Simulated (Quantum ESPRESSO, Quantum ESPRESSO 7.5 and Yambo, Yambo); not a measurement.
# Excitons of P (puckered monolayer): kernels and approximations

Aim: the absorption spectrum of P (puckered monolayer) with electron-hole interaction, and what each part of the kernel does.

Calculated with Quantum ESPRESSO 7.5 and Yambo 5.3.0; PBE and many-body steps on it, plane waves.

## Step 1: Starting point

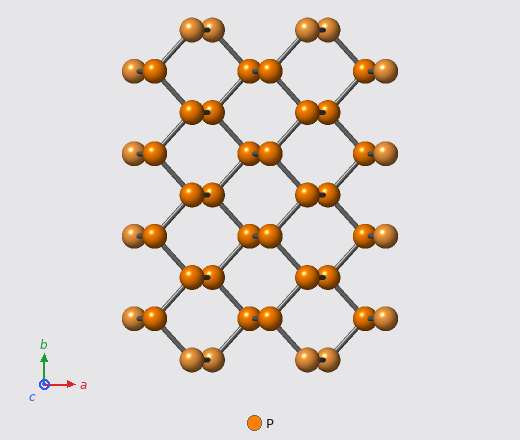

The starting structure, seen from above (phosphorus orange). 2×3×1 cells are drawn. Some periodic images of atoms are drawn too.

The cell holds 4 atoms: 4 P. Cell: a = 4.626 Å, b = 3.304 Å, c = 14.000 Å, α = 90.0°, β = 90.0°, γ = 90.0°. Vacuum lies along c.

Structure file:

```cif
data_structure
_symmetry_space_group_name_H-M 'P 1'
_symmetry_Int_Tables_number 1
_cell_length_a 4.6262
_cell_length_b 3.3044
_cell_length_c 14.0000
_cell_angle_alpha 90.000
_cell_angle_beta 90.000
_cell_angle_gamma 90.000
_cell_volume 214.01
loop_
_atom_site_label
_atom_site_type_symbol
_atom_site_fract_x
_atom_site_fract_y
_atom_site_fract_z
_atom_site_occupancy
P1 P 0.08873 0.00000 0.57527 1
P2 P 0.41127 0.50000 0.57527 1
P3 P 0.58873 0.50000 0.42473 1
P4 P 0.91127 0.00000 0.42473 1
```

The structure was relaxed with PBE. The runs that relaxed it are not among those shown.

## Step 2: Empty states on the mesh, 4×6×1 mesh, 110 bands

This step: Quantum ESPRESSO 7.5; DFT, PBE, plane waves, norm-conserving pseudopotentials.

The sums over transitions need many empty states on a uniform mesh; this step solves for them.

pw.in reads:

```
&control
  calculation = 'nscf'
  prefix = 'x'
  outdir = 'o'
  pseudo_dir = 'pseudo'
/
&system
  ibrav = 0
  nat = 4
  ntyp = 1
  ecutwfc = 36.0
  nbnd = 110
  force_symmorphic = .true.
/
&electrons
  conv_thr = 1e-9
  electron_maxstep = 80
  diago_full_acc = .true.
  diago_thr_init = 5e-6
/
ATOMIC_SPECIES
  P 30.974 P.upf
CELL_PARAMETERS angstrom
  4.6261974460 0.0000000000 0.0000000000
  0.0000000000 3.3043566150 0.0000000000
  0.0000000000 0.0000000000 14.0000000000
ATOMIC_POSITIONS crystal
  P 0.0887347685 0.0000000000 0.5752704305
  P 0.4112652315 0.5000000000 0.5752704305
  P 0.5887347685 0.5000000000 0.4247295489
  P 0.9112652315 0.0000000000 0.4247295489
K_POINTS automatic
  4 6 1 0 0 0
```

Launch:

```
$ OMP_NUM_THREADS=1 mpirun -n 4 pw.x -nk 4 -in pw.in > pw.out
```

The log of the run:

```text
Program PWSCF v.7.5 starts

     This program is part of the open-source Quantum ESPRESSO suite
     for quantum simulation of materials; please cite
         "P. Giannozzi et al., J. Phys.:Condens. Matter 21 395502 (2009);
         "P. Giannozzi et al., J. Phys.:Condens. Matter 29 465901 (2017);
         "P. Giannozzi et al., J. Chem. Phys. 152 154105 (2020);
     in publications or presentations arising from this work. More details at

     Atomic positions and unit cell read from directory:
     o/x.save/

     Message from routine setup:
[...]
k = 0.0000 0.4667 0.0000 (  5286 PWs)   bands (ev):

[...]
28.7499  28.7893  29.3385  29.4126  30.0957  30.4203  30.4239  30.4448
    30.8617  31.4444  31.4695  31.5523  31.6526  31.9879  32.1147  32.1913
    33.0560  33.2086  33.2976  33.2976  33.4329  33.8484

          k = 0.0000-0.7000 0.0000 (  5320 PWs)   bands (ev):

     [... further k-points ...]

     highest occupied, lowest unoccupied level (ev):    -0.7369    0.1699

     XML data file, pseudopotentials, collected wavefunctions

=------------------------------------------------------------------------------=
   JOB DONE.
=------------------------------------------------------------------------------=
```

Elapsed: 19 s, on 4 MPI ranks of Arm Neoverse V1, shared host; peak memory 0.41 GiB; 78 s of CPU time.

Numbers from this step:

```
gap                                                           : 0.9068 eV
k of the valence top                                          : 0, 0, 0
k of the conduction bottom                                    : 0, 0, 0
least direct gap                                              : 0.9068 eV
k points computed                                             : 12
lowest point of the top converged band, above the valence top : 32.70 eV
```

On this mesh the gap is 0.907 eV.

The density comes from a self-consistent run that is not shown.

## Step 3: Conversion and set-up

This step: Yambo 5.3.0; conversion and set-up on PBE, plane waves, norm-conserving pseudopotentials.

The states are converted to the many-body program's format and the q mesh is built.

Launch:

```
$ (cd o/x.save; p2y > p2y.log; mv SAVE ../..); yambo > setup.log
```

The log of the run:

```text
 Yambo, version 5.3.0

 [02] CORE Variables Setup
 =========================

  [02.01] Unit cells
  ==================

  Cell kind             :  Unknown
  Atoms in the cell     :  P
  number of P  atoms    :   4

  List of atomic masses
  Mass of P     :  30.97400

  List of atomic coordinates    : [cc]
  P1       :   0.77574   0.00000  15.21945  order 1
  P2       :   3.59538   3.12216  15.21945  order 2
  P3       :   5.14686   3.12216  11.23672  order 3
  P4       :   7.96650   0.00000  11.23672  order 4

  Alat factors          :   8.74225   6.24433  26.45617 [a.u.]
[...]
K/Q-points units:
 rlu = crystal or reduced units; cc = cartesian coordinates; iku = interal k-units

 Q [ 1]         [rlu]:  0.000000  0.000000  0.000000
 Q [ 2]         [rlu]:  0.000000  0.166667  0.000000
 Q [ 3]         [rlu]:  0.000000  0.333333  0.000000
[...]
Q [ 8]         [rlu]:  0.250000 -0.500000  0.000000
 Q [ 9]         [rlu]: -0.500000  0.000000  0.000000
 Q [10]         [rlu]: -0.500000  0.166667  0.000000
 Q [11]         [rlu]: -0.500000  0.333333  0.000000
 Q [12]         [rlu]: -0.500000 -0.500000  0.000000

  [03.01] X indexes
  =================

   [03.01.01] Sigma indexes
   ========================

 [06] Game Over & Game summary
```

Elapsed: 1.8 s, on 1 MPI rank; peak memory 0.24 GiB.

## Step 4: Screening and self-energy, 4×6×1 mesh, 110 bands, screening to 129.3 eV

G0W0 replaces the xc potential by the self-energy, built once from these orbitals. Only a window of levels is corrected, while the sums run over the empty bands that the input names.

This step: G0W0 on PBE, plane waves, norm-conserving pseudopotentials.

gw1.in reads:

```
HF_and_locXC
gw0
dyson
ppa
em1d
rim_cut
rim_w
RandQpts= 3000000
RandGvec= 100 RL
CUTGeo= "slab z"
RandGvecW= 9 RL
EXXRLvcs= 36 Ry
VXCRLvcs= 144 Ry
Chimod= "HARTREE"
% BndsRnXp
 1 | 110 |
%
NGsBlkXp= 9.5 Ry
% LongDrXp
 1 | 1 | 0 |
%
% GbndRnge
 1 | 110 |
%
DysSolver= "n"
ExtendOut
PPAPntXp= 27.21138 eV
% QPkrange
 1 | 12 | 7 | 14 |
%
```

Launch:

```
$ OMP_NUM_THREADS=1 mpirun -n 4 yambo -F gw1.in -J gw1 -C gw1 > gw1.log
```

The log of the run:

```text
 Yambo, version 5.3.0

 [02] CORE Variables Setup
 =========================

  [... cell, symmetries and grids as in the set-up ...]

  [02.05] Energies & Occupations
  ==============================

  [X] === General ===
  [X] Electronic Temperature                        :  0.000000  0.000000 [eV K]
  [X] Bosonic    Temperature                        :  0.000000  0.000000 [eV K]
  [X] Finite Temperature mode                       : no
  [X] El. density                                   :  0.93452E+23 [cm-3]
[...]
Sc bands terminator                              : no
  Sx RL components                                 :   5277

  QP @ state[ 1 ] K range                          :   1  12
  QP @ state[ 1 ] b range                          :   7  14
  GF energies kind                                 : Perdew, Burke & Ernzerhof(X)+Perdew, Burke & Ernzerhof(C)
  GF WF`s kind                                     : Perdew, Burke & Ernzerhof(X)+Perdew, Burke & Ernzerhof(C)
  Xs energies kind                                 : Perdew, Burke & Ernzerhof(X)+Perdew, Burke & Ernzerhof(C)
  Xs WF`s kind                                     : Perdew, Burke & Ernzerhof(X)+Perdew, Burke & Ernzerhof(C)

 [14] Game Over & Game summary
```

It took 25 min on 4 MPI ranks; peak memory 2.2 GiB.

This step gave:

| Property | Result |
| --- | --- |
| G0W0 gap on the mesh | 2.004 eV |
| starting gap on the mesh | 0.9068 eV |
| k of the valence top | 0, 0, 0 |
| k of the conduction bottom | 0, 0, 0 |
| least direct G0W0 gap on the computed points | 2.004 eV |

The gap on the mesh goes from 0.91 eV to 2.00 eV, a correction of +1.10 eV.

The gap opens by 1.097 eV; the next steps shift the empty bands rigidly by 1.097 eV.

## Step 5: Excitons

Optical absorption needs the electron-hole interaction, solved here in a basis of vertical transitions on the mesh.

This step: Bethe-Salpeter equation on PBE with a scissors shift, plane waves, norm-conserving pseudopotentials.

bse2.in reads:

```
optics
bss
bse
em1s
dipoles
rim_cut
rim_w
RandQpts= 3000000
RandGvec= 100 RL
CUTGeo= "slab z"
RandGvecW= 9 RL
Chimod= "HARTREE"
BSKmod= "SEX"
BSEmod= "resonant"
BSSmod= "d"
BSENGexx= 30 Ry
BSENGBlk= 6 Ry
% BSEQptR
 1 | 1 |
%
% BSEBands
 5 | 18 |
%
% BEnRange
 0 | 7 | eV
%
% BDmRange
 0.1 | 0.1 | eV
%
BEnSteps= 141
% BLongDir
 1 | 0 | 0 |
%
% BndsRnXs
 1 | 56 |
%
NGsBlkXs= 6 Ry
% LongDrXs
 1 | 1 | 0 |
%
% KfnQP_E
 1.097 | 1.0 | 1.0 |
%
WRbsWF
```

Launch:

```
$ OMP_NUM_THREADS=1 mpirun -n 4 yambo -F bse2.in -J bse2 -C bse2 > bse2.log
```

The log of the run:

```text
 Yambo, version 5.3.0

 [02] CORE Variables Setup
 =========================

  [... cell, symmetries and grids as in the set-up ...]

  [02.05] Energies & Occupations
  ==============================

  [X] === General ===
  [X] Electronic Temperature                        :  0.000000  0.000000 [eV K]
  [X] Bosonic    Temperature                        :  0.000000  0.000000 [eV K]
  [X] Finite Temperature mode                       : no
  [X] El. density                                   :  0.93452E+23 [cm-3]
  [X] Fermi Level                                   : -0.736863 [eV]

  [X] === Gaps and Widths ===
  [X] Conduction Band Min                           :  0.906761 [eV]
  [X] Valence Band Max                              :  0.000000 [eV]
  [X] Filled Bands                                  :  10
  [X] Empty Bands                                   :   11  110
  [X] Direct Gap                                    :  0.906761 [eV]
  [X] Direct Gap localized at k                     :  1
  [X] Indirect Gap                                  :  0.906761 [eV]
  [X] Indirect Gap between kpts                     :  1  1
  [X] Last valence band width                       :  1.927020 [eV]
  [X] 1st conduction band width                     :  1.895552 [eV]

 [03] Transferred momenta grid and indexing
 ==========================================

 [BZ sampling] Q-grid is User defined and/or read from the database

 IBZ Q-points                                      :  12
 BZ  Q-points                                      :  24

 K/Q-points units:
 rlu = crystal or reduced units; cc = cartesian coordinates; iku = interal k-units

 Q [ 1]         [rlu]:  0.000000  0.000000  0.000000
 Q [ 2]         [rlu]:  0.000000  0.166667  0.000000
 Q [ 3]         [rlu]:  0.000000  0.333333  0.000000
 Q [ 4]         [rlu]:  0.000000 -0.500000  0.000000
 Q [ 5]         [rlu]:  0.250000  0.000000  0.000000
 Q [ 6]         [rlu]:  0.250000  0.166667  0.000000
 Q [ 7]         [rlu]:  0.250000  0.333333  0.000000
 Q [ 8]         [rlu]:  0.250000 -0.500000  0.000000
 Q [ 9]         [rlu]: -0.500000  0.000000  0.000000
 Q [10]         [rlu]: -0.500000  0.166667  0.000000
 Q [11]         [rlu]: -0.500000  0.333333  0.000000
 Q [12]         [rlu]: -0.500000 -0.500000  0.000000

  [03.01] X + BSE indexes
  =======================

   [03.01.01] Sigma indexes
   ========================

 [04] Coloumb potential Random Integration (RIM)
 ===============================================

 Performing RIM of v_slab

  [04.01] RIM initialization
  ==========================

  * Diagonal components only detected *

  8 x (sBL volume)        :  0.057251 [a.u.]
  sBZ random points       :  3000000
  Points outside the sBZ  :  24001885
  RL volume               :  0.171753 [a.u.]
  Integrated volume       :  0.171739 [a.u.]

  [04.02] RIM integrals
  =====================

  Gamma point sphere radius             :  0.043799 [a.u.]
  Points outside the sphere             :  2398566
  [Int_sBZ(q=0) 1/q^2]*(Vol_sBZ)^(-1/3) =:  7.478335
                                 should be <:  7.795600

  Summary of Coulomb integrals for non-metallic bands |Q|[au] RIM/Bare

  Q [1] 0.100000E-4 0.959302 * Q [2] 0.167704 0.969668
  Q [5] 0.179679 1.015114 * Q [6] 0.245782 1.037537
  Q [3] 0.335408 1.021472 * Q [9] 0.359358 1.032119
  Q [7] 0.380503 1.024585 * Q [10] 0.396563 1.028731
  Q [11] 0.491565 1.019804 * Q [4] 0.503111 1.015563
  Q [8] 0.534234 1.015048 * Q [12] 0.618271 1.012660
  Non-periodic chartesian directions : none
  Optical renormalization            :  26.45617 [au]
  Polarizability dimension           : length

 [05] Coloumb potential CutOffslab
 =================================

 Cut directionsZ
 Slab Cutoff:Z
 Symmetry test passed : yes

 [06] External/Internal QP corrections
 =====================================

 [QP_apply] Action to be applied: USER defined scissor

  [06.01]  QP corrections report
  ==============================

  [K+QP] === General ===
[...]
[08] Static Dielectric Matrix
 =============================

 [WR./bse2//ndb.em1s]------------------------------------------------------------
  Brillouin Zone Q/K grids (IBZ/BZ)                :  12  24  12  24
  RL vectors                                       :   6937 [WF]
  Coulomb cutoff potential                         : slab z
  Electronic Temperature                           :  0.000000 [K]
  Bosonic    Temperature                           :  0.000000 [K]
  Static diel. fun.  energies                      : Perdew, Burke & Ernzerhof(X)+Perdew, Burke & Ernzerhof(C)
  wavefunctions                                    : Perdew, Burke & Ernzerhof(X)+Perdew, Burke & Ernzerhof(C)
  Global Gauge                                     : length
  X matrix size                                    :   367
  X band range                                     :    1   56
  X e/h energy range                               : -1.000000 -1.000000 [eV]
  X Time ordering                                  : T
  X Hxc Kernel                                     : HARTREE
  X Drude frequency                                :  0.000000  0.000000
  X poles                                          :  100.0000 [o/o]
  RL vectors in the sum                            :   6937
  [r,Vnl] included                                 : yes
  Field direction                                  :  0.707107E-5  0.707107E-5   0.00000
  BZ energy Double Grid                            : no
  BZ energy DbGd points                            : 0
  BZ Q point size factor                           : -1.000000
  X Optical Averaged directions                    : none

 [09] Bethe Salpeter Equation driver
 ===================================

 [WARNING] Coulomb cutoff at q=0. Default/Suggested Lkind= bar

  [09.01] Bethe Salpeter Equation @q1
  ===================================

   [09.01.01] Transition pre-analysis @q1
   ======================================

   [09.01.02] Transition Groups build-up @q1
   =========================================

   [BSK] Transition groups (total):  24
   [BSK] Size (resonant):  1152
   [BSK]         (total):  1152
   [BSK] N. of matrices :  1

   [09.01.03] Loading Dipoles @q1
   ==============================

   [09.01.04] Independent Particles properties @q1
   ===============================================

   Optical renormalization       :  26.45617 [a.u.]
   Polarizability dimension      : length

   ==========================================================

   [BSE] Exchange components :   4039
   [BSE] Correlation components :   367  1191

    [09.01.05.01] RIM-W interpolation
    =================================

    [WARNING] RIM-W works only for 2D semiconductors with slab cutoff
    Found compatible q grid: 2D
    q_min[ 1 ]:  0.250000  0.000000  0.000000 [rlu]
     0.250000  0.000000  0.000000 [iku]
    q_min[ 2 ]:  0.000000  0.166667  0.000000 [rlu]
     0.000000  0.166667  0.000000 [iku]
    G-vectors :   9
    G-vectors loaded:   83
    Number of interpolated frequencies:  1

    Evaluating coefficients q = 0

    [09.01.05.02] RIM-W integrals
    =============================

    8 x (sBL volume)        :  0.057251 [a.u.]
    sBZ random points       :  3000000
    Points outside the sBZ  :  24001885
    RL volume               :  0.171753 [a.u.]
    Integrated volume       :  0.171739 [a.u.]

    [09.01.05.03] RIM integrals
    ===========================

    Comparison between head Wc = W - v averages: < Wc > [au] RIM-W/RIM

     < -Wc [Q = 1] > 0.424766E-1 0.635785E-4 * < -Wc [Q = 2] > 0.006924 0.006786
     < -Wc [Q = 3] > 0.001379 0.001358 * < -Wc [Q = 4] > 0.482350E-3 0.478140E-3
     < -Wc [Q = 5] > 0.006328 0.006150 * < -Wc [Q = 6] > 0.003081 0.002934
     < -Wc [Q = 7] > 0.985269E-3 0.962736E-3 * < -Wc [Q = 8] > 0.400657E-3 0.396233E-3
     < -Wc [Q = 9] > 0.001186 0.001162 * < -Wc [Q = 10] > 0.905083E-3 0.886132E-3
     < -Wc [Q = 11] > 0.490527E-3 0.480783E-3 * < -Wc [Q = 12] > 0.255542E-3 0.251623E-3

    Comparison between head Wc = W - v averages: < Wc > [au] RIM-W/RIM

     < -Wc [G = 1,G`=0] > 0.424766E-1 0.635785E-4 * < -Wc [G = 2,G`=0] >-0.001642 0.000000
     < -Wc [G = 3,G`=0] >-0.001642 0.000000 * < -Wc [G = 4,G`=0] > 0.133526E-4  0.00000
     < -Wc [G = 5,G`=0] > 0.133526E-4  0.00000 * < -Wc [G = 6,G`=0] > 0.113522E-3  0.00000
     < -Wc [G = 7,G`=0] > 0.113522E-3  0.00000 * < -Wc [G = 8,G`=0] > 0.90842E-11  0.0000
     < -Wc [G = 9,G`=0] > 0.91364E-11  0.0000

    [09.01.05.04] Screened interaction header I/O
    =============================================

    [09.01.05.05] Main kernel loop
    ==============================

    [09.01.05.06] Wave-Function Phases
    ==================================

    [BSE] WF phases found       :  72.91667 [o/o]

   [09.01.06] BSE solver(s) @q1
   ============================

   [09.01.07] Diago Solver @q1
   ===========================

 [12] Game Over & Game summary
```

Elapsed: 96 s, on 4 MPI ranks; peak memory 2.1 GiB; 6.3 min of CPU time.

This step gave:

```yaml
transitions_in_the_window: 1152
direct_gap_of_the_transition_levels: 2.004 eV
lowest_state: 1.128 eV
first_strong_exciton_over_a_fiftieth_of_the_strongest_listed: 1.128 eV
binding_of_the_lowest_state_below_the_direct_gap: 0.8756 eV
```

The lowest state lies at 1.128 eV, 0.876 eV under the direct gap.

Lines within 3 meV are set at the lowest of them, and the highest group, which the list may cut short, is left out; lines within 3 meV are set at the lowest of them, and the highest group, which the list may cut short, is left out. Lines of the exciton spectrum (strongest = 100):

```
position (eV)  lines merged  strength, relative
        1.128             1                 100
        1.596             1                 0.0
        1.600             1                  33
        1.878             1                 0.0
        2.186             1                 0.0
        2.234             1                 0.0
        2.359             1                 0.0
        2.377             1                 0.0
        2.752             1                 0.0
        2.794             1                 0.0
        2.824             1                 0.0
        2.864             1                 0.0
        2.884             1                 0.0
        2.943             1                 4.3
        2.985             1                 0.0
        3.005             1                 0.0
        3.017             1                 0.0
        3.043             1                 0.0
        3.052             2                 3.0
        3.066             1                 0.0
        3.072             1                  17
```

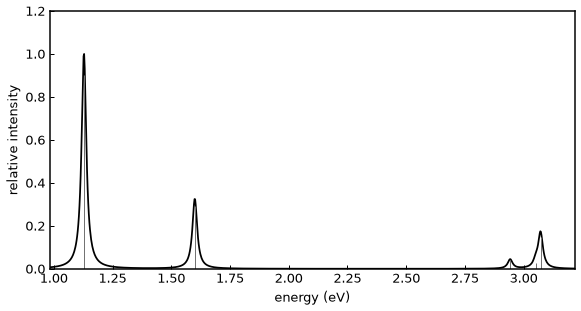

The exciton spectrum, broadened with Lorentzians of width 0.024 eV; bars mark the lines.

The Im polarisability of the sheet has structure finer than the step of the table below, so its rows give means over 0.5 eV, whole bins alone (the curve runs from 0 to 7 eV). Peaks (eV: height): BSE 1.15: 62.1, 1.60: 23.7, 3.05: 14.6, 3.75: 17.6, 4.30: 17.2; no electron-hole interaction 2.00: 43.1, 2.45: 35.1, 3.90: 12.9, 4.65: 15.1, 5.10: 23.5, 5.55: 19.5, 5.95: 18.4.

Sheet polarisability (bohr); field along x; broadening 0.1 eV; transition window only. Limits: finite bands, cutoff and mesh; exciton not shown settled in the k mesh. Im polarisability of the sheet against photon energy; means over each step:

```
photon energy (eV)   BSE  no electron-hole interaction
               0.5  2.13                         0.342
               1.0  28.7                         0.680
               1.5  16.5                          2.54
               2.0  3.07                          22.1
               2.5  1.58                          18.0
               3.0  8.51                          2.11
               3.5  7.69                          2.20
               4.0  10.1                          8.21
               4.5  13.6                          8.36
               5.0  8.51                          14.6
               5.5  8.33                          15.1
               6.0  4.59                          12.7
               6.5  7.21                          8.83
```

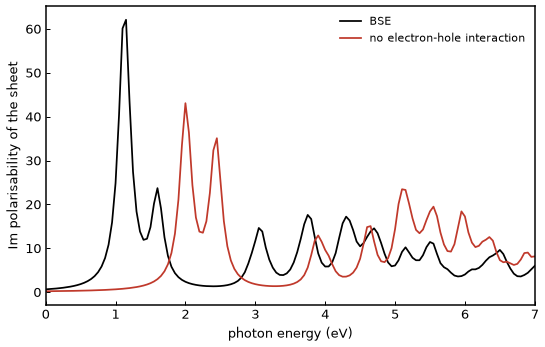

Im polarisability of the sheet against photon energy.

[end of part 1 of 4]

[Paths, hosts, dates, memory and timing lines, banners, echoed tables and standing remarks are left out of the program output.]

[Logs are printed without paths, hosts, clocks, repeated set-up lines and the standing remarks that a program may print on its own settings, such as how far it seeks lower states.]

[Runs of the session that timed out or met a known fault of the program may be left out.]

[Hosts, paths, dates, database ids (printed as entryN), source tags and the programs' standing remarks are cut or masked in the printed files.]
